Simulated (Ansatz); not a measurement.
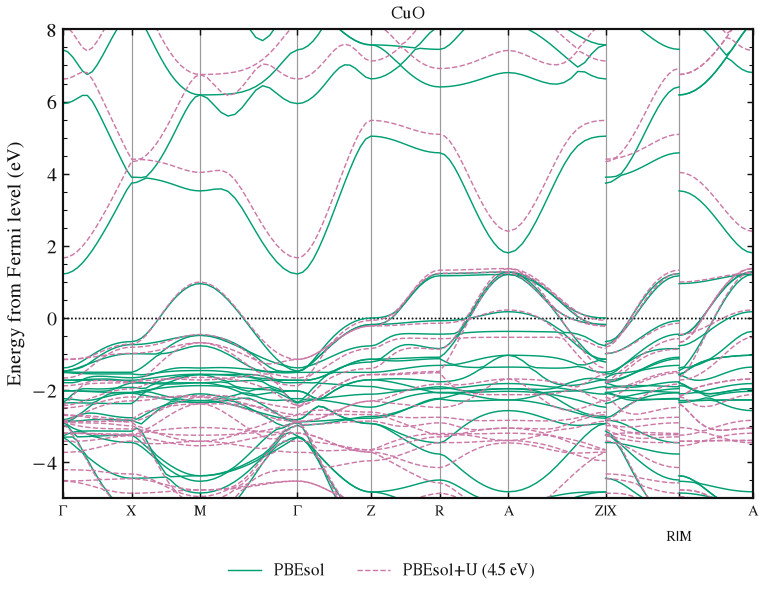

Band structures of CuO, space group P4/mmm (No. 123), 6 atoms in the cell (a = 4.161 Å, c = 3.888 Å (tetragonal axes)), by two methods on the same cell. Each is counted from its own Fermi level.

> What changes from one method to the other?

Both give a metal. Levels within 1 eV of the Fermi level in either run differ by 0.07 eV on average and by 0.31 eV at most (between R and A). Filled levels 1 to 5 eV under it lie 0.70 eV deeper on average in PBEsol+U (4.5 eV) than in PBEsol.

Settings. PBEsol: Ansatz PAW, no spin polarisation, no spin-orbit coupling, 7×7×7 k mesh, 420 eV cutoff, Fermi-Dirac smearing of 0.05 eV (Ansatz). PBEsol+U (4.5 eV): Cu d U = 4.5 eV, Ansatz PAW, no spin polarisation, no spin-orbit coupling, 7×7×7 k mesh, 420 eV cutoff, Fermi-Dirac smearing of 0.05 eV (Ansatz 0.2.0).

The cell is at −6 GPa in PBEsol and −3 GPa in PBEsol+U (4.5 eV). An odd number of electrons without spin polarisation forces a metal; a magnetic or distorted state may lie lower. The run has no spin polarisation, though such a crystal can be magnetic. The PAW data sets were made with another functional. The usual form of CuO is monoclinic. Semilocal functionals often make such compounds metallic where correlation or magnetic order opens a gap, which also shifts bond lengths.
